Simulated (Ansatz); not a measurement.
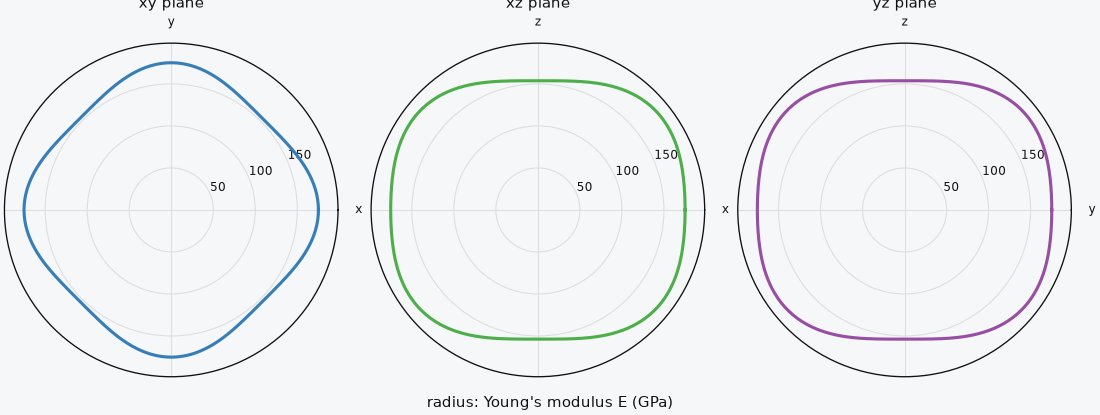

Plotted: Young's modulus as a function of direction in the xy, xz and yz planes for Al₂Cu, space group Fm-3m (No. 225).

Cell as given: a = 3.971 Å, b = 3.971 Å, c = 3.971 Å, α = 120.00°, β = 120.00°, γ = 90.00°; 3 atoms.

Method: elastic stress-strain coefficients at zero temperature from small strains of the given cell, Voigt order xx yy zz yz xz xy, Cartesian axes of the cell vectors; plane waves with PAW datasets, Γ-centred k mesh (Ansatz 0.2.0). Level: PBEsol, no spin polarisation.

- wave cutoff: 420 eV
- k mesh: 14×14×14
- occupations: Fermi–Dirac
- smearing width: 0.15 eV
- ions: relaxed
- strain amplitude: 0.005

This calculation gives: bulk modulus 133.9 GPa, shear modulus 66.5 GPa, least Young's modulus over all directions 153.8 GPa and largest 183.8 GPa.

Now the cell is compressed by 14.2 % in volume, to 12.67 Å³/atom. The second calculation uses k mesh 16×16×16. Predict the effect.

The bulk modulus rises from 133.9 to 239.0 GPa (+78 %), the shear modulus rises from 66.5 to 85.5 GPa (+29 %), the least Young's modulus over all directions rises from 153.8 to 220.9 GPa (+44 %) and the largest rises from 183.8 to 234.7 GPa (+28 %). The shift of the bulk modulus amounts to a Grüneisen parameter of 3.78.

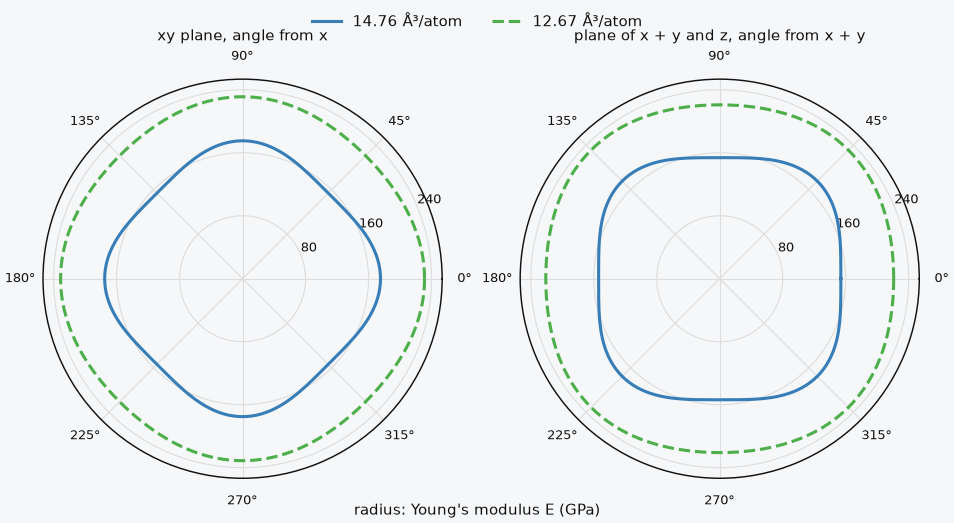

The two results together.

For both, limits of the calculation: metal sensitive to the k mesh.
